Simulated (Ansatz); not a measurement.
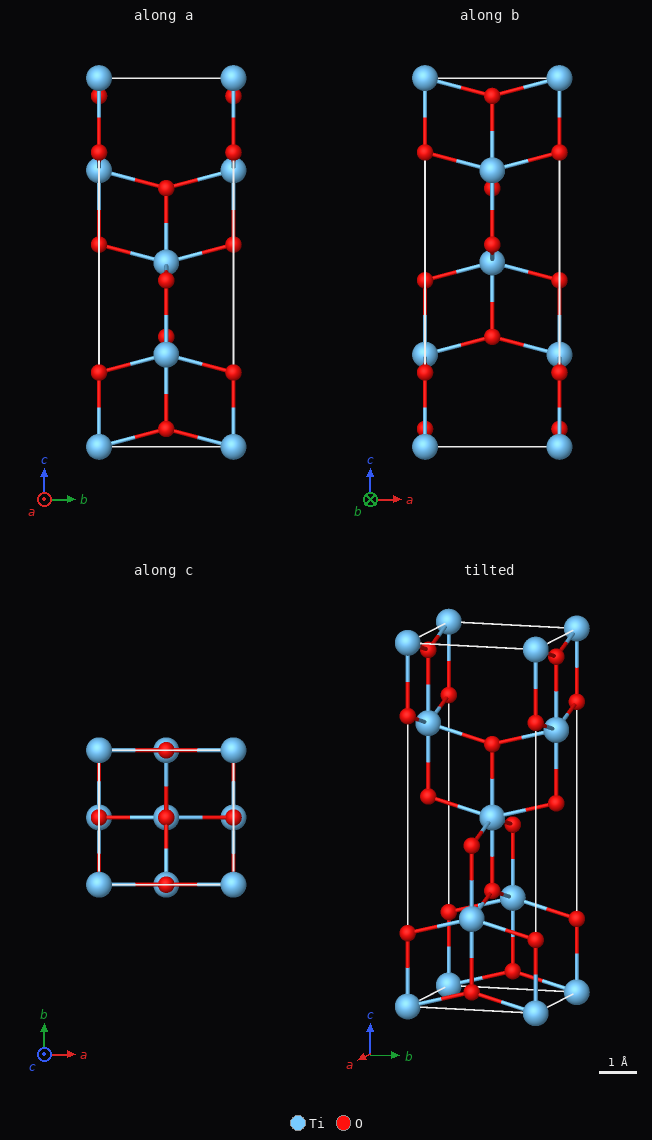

Ball-and-stick drawing of the structure, looking along the a axis, along the b axis, along the c axis and slightly off an axis. The conventional unit cell is outlined; an atom on or near a face, edge or corner is repeated at each equivalent position.

Lattice parameters: a = 3.664 Å, b = 3.664 Å, c = 10.051 Å, α = 90.00°, β = 90.00°, γ = 90.00°. Put a along x and b in the xy plane.

### Convert the drawing into a POSCAR file, with free fractional coordinates to two decimals.

```
Ti O
1.0
     3.664    0.000    0.000
     0.000    3.664    0.000
     0.000    0.000   10.051
Ti O
4 8
Direct
  0.00 0.50 0.25
  0.00 0.00 0.00
  0.50 0.00 0.75
  0.50 0.50 0.50
  0.00 0.50 0.05
  0.50 0.50 0.30
  0.00 0.00 0.20
  0.00 0.50 0.45
  0.50 0.00 0.55
  0.00 0.00 0.80
  0.50 0.50 0.70
  0.50 0.00 0.95
```

The initial geometry was a structure type filled with these elements by a generator (whether the compound takes this form wasn't checked). The cell was then strained or its atoms displaced on purpose. Ansatz was used for an electronic-structure calculation on it.

At this level of theory the cell isn't at rest (compressed, at 10 GPa), so its distances can differ from those at equilibrium, the more so the softer the solid.
